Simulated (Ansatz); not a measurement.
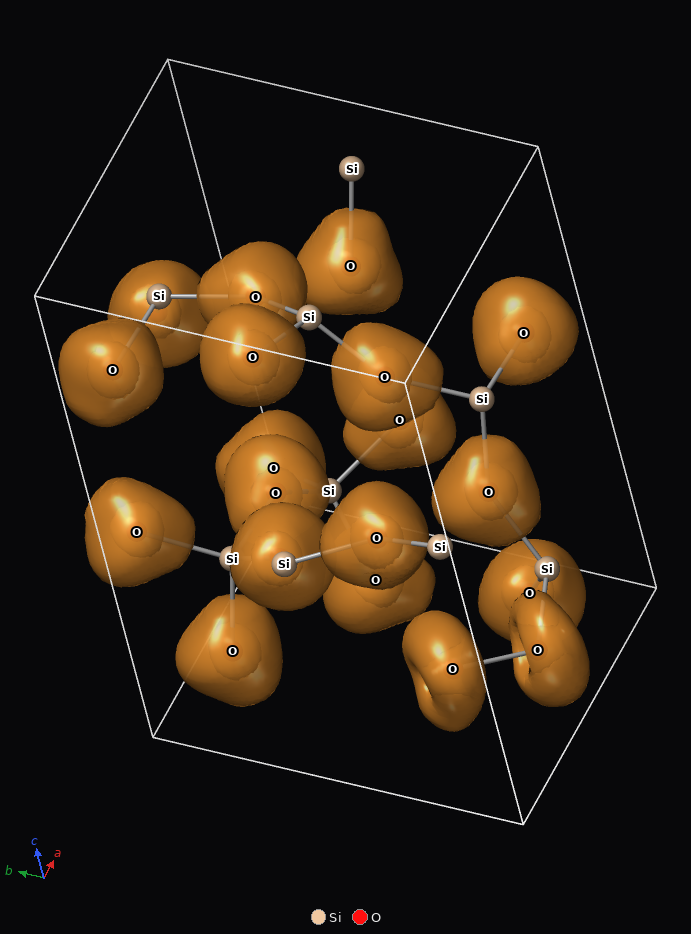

Figure 1: Si$_{9}$O$_{19}$ (cell with a defect). Isosurface of the ELF at 0.75 (orange), seen at an oblique angle. Core shells and regions of very low density are left out. Sticks mark near contacts.

These are results of DFT PBE, scalar-relativistic, plane waves, PAW in Ansatz, not measurements.

In a PAW calculation such maps are meaningful between the atoms, not at the nuclei.

**Where are the electrons localised?**

The surface consists of 19 regions on O in which the atom's valence shell and bonds are merged, counted in one cell of 28 atoms. Regions shared between cells count once. Profiles from the grid: O–O (1.46 Å): the ELF peaks at about 0.70 between the atoms. Si–O (1.60 Å): the ELF peaks at about 0.85 between the atoms; a short, strongly polar bond.

**Metal or insulator at this level of theory?**

It is gapped, with a Kohn–Sham gap of 4.7 eV on the k-point mesh, an upper bound to the gap of this method.
